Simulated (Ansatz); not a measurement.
Consider Al$_{2}$Cu.

```xyz
24
Lattice="0.0000 0.0000 4.8770 5.9457 -5.9457 0.0000 6.1883 6.1883 0.0000" Properties=species:S:1:pos:R:3 pbc="T T T"
Cu    3.0335    0.0607    1.2192
Cu    6.0063   -2.9122    3.6578
Cu    9.1005    0.1820    1.2192
Cu    6.1277    3.1548    3.6578
Cu    6.0063   -2.9122    1.2192
Cu    3.0335    0.0607    3.6578
Cu    6.1277    3.1548    1.2192
Cu    9.1005    0.1820    3.6578
Al    3.9128   -3.9128    0.0000
Al    0.9400   -0.9400    2.4385
Al    4.0342    2.1542    0.0000
Al    7.0070   -0.8187    2.4385
Al    5.0886   -0.8570    0.0000
Al    2.1158    2.1158    2.4385
Al    5.2100    5.2100    0.0000
Al    8.1828    2.2371    2.4385
Al    2.0328   -2.0328    0.0000
Al    5.0057   -5.0057    2.4385
Al    8.0998   -1.9115    0.0000
Al    5.1270    1.0613    2.4385
Al    0.9784    0.9784    0.0000
Al    3.9512   -1.9945    2.4385
Al    7.0454    1.0997    0.0000
Al    4.0725    4.0725    2.4385
```

Space group Fmmm; computed pressure about −3 GPa in this cell.

All numbers below come from Kohn-Sham DFT of a periodic cell, PBEsol, Ansatz PAW (Ansatz 0.2.0).

Question: Predict the valence pseudo-density and electron localisation function between the atoms.

Answer: Al–Cu (2.56 Å): the density is about 0.28 e/Å³ at the midpoint; the ELF peaks at about 0.65 between the atoms.
Al–Al (2.77 Å): ρ is about 0.24 e/Å³ halfway; the ELF peaks at about 0.85 between the atoms.

Question: Does the calculation make it a metal, or give it a gap?

Answer: It is metallic or semimetallic at this level of theory: no gap opens.

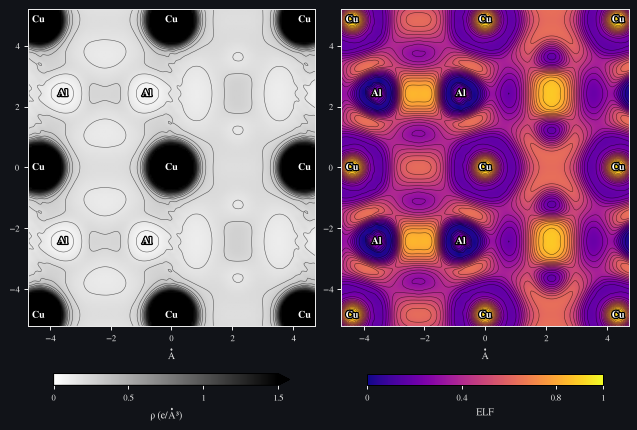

Computed valence pseudo-density and electron localisation function on the (110) plane of the conventional cell, in this order. Atoms just off the plane (Al, 0.7 Å away) can leave unmarked features too.
